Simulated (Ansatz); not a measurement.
## Electronic structure of SnO₂ in real space

```xyz
12
Lattice="3.0985 0.0000 0.0000 0.0000 5.3667 0.0000 0.0000 0.0000 9.8606" Properties=species:S:1:pos:R:3 pbc="T T T"
Sn    2.6960    0.0000    4.9303
Sn    1.1467    2.6834    4.9303
Sn    0.4025    0.0000    0.0000
Sn    1.9518    2.6834    0.0000
O     1.1410    0.8945    3.9479
O     2.6903    3.5778    3.9479
O     1.9575    0.8945    0.9824
O     0.4082    3.5778    0.9824
O     2.6903    1.7889    5.9127
O     1.1410    4.4723    5.9127
O     0.4082    1.7889    8.8782
O     1.9575    4.4723    8.8782
```

Space group C222₁; a point of a scan over the structure, not its minimum; a structure from a database of computed crystals, not necessarily the ambient phase; changed on purpose from its base cell (mode 1 frozen in at -0.419 Å, equal normal strain along x, y and z -0.0250); not relaxed (largest force 1.0 eV/Å); computed pressure about 13 GPa in this cell; PAW files of the earlier set (soft_1).

All numbers below come from Ansatz 0.2.0, DFT PBEsol+D3(BJ), scalar-relativistic, plane waves, PAW.

Core electrons are frozen (PAW), and the valence fields are smoothed inside the atomic spheres.

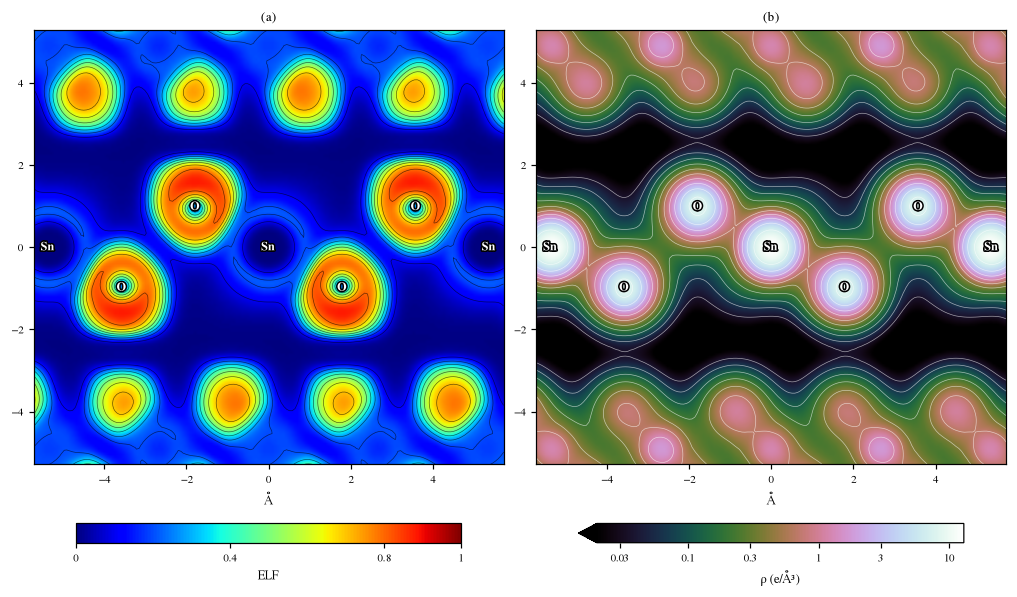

Figure 1. (a) ELF; (b) valence charge density (pseudo) on the (100) plane of the conventional cell.

Q: Read the bonding off the picture.

A: Atoms in the plane: Sn and O.
Atoms just off the plane (Sn, 0.7 Å away and O, 0.7 Å away) can leave unmarked features too.
Sn–O (2.04 Å): ρ at the midpoint is about 0.68 e/Å³; the ELF peaks at about 0.80 in the valence shell of O, 0.6 Å from its nucleus, and is about 0.30 at the midpoint (no shared electron pair shows on this line).
Between the atoms the lowest density in this plane is 0.008 e/Å³.
The ELF also peaks beside O, away from the bonds: lone-pair regions.

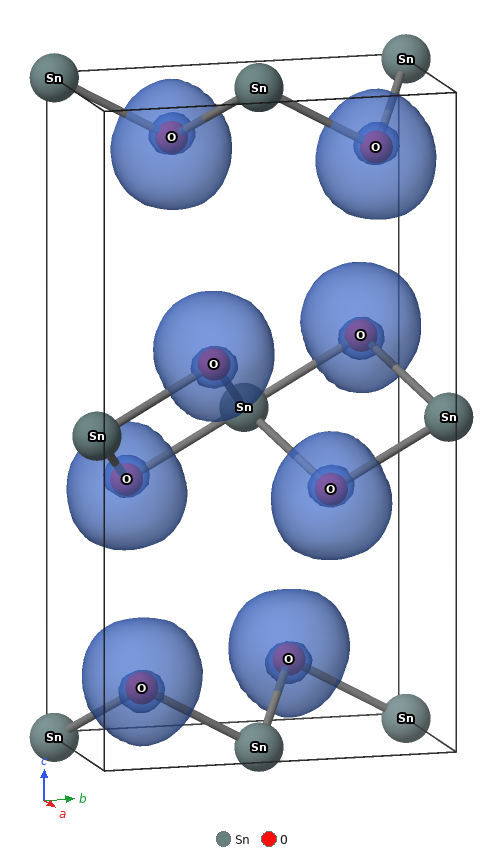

Figure 2. Isosurface of the ELF at 0.65 (blue), seen slightly off an axis. Only the valence region is drawn (cores and ρ < 0.01 e/Å³ removed). Sticks mark near contacts.

Q: Describe the localisation domains.

A: The surface consists of eight regions wrapped around O (the valence shell of each), counted in one cell of 12 atoms. Regions shared between cells count once.

Q: Does the calculation give a band gap?

A: It is gapped, with a Kohn–Sham gap of 2.8 eV on the k-point mesh, an upper bound to the gap of this method.
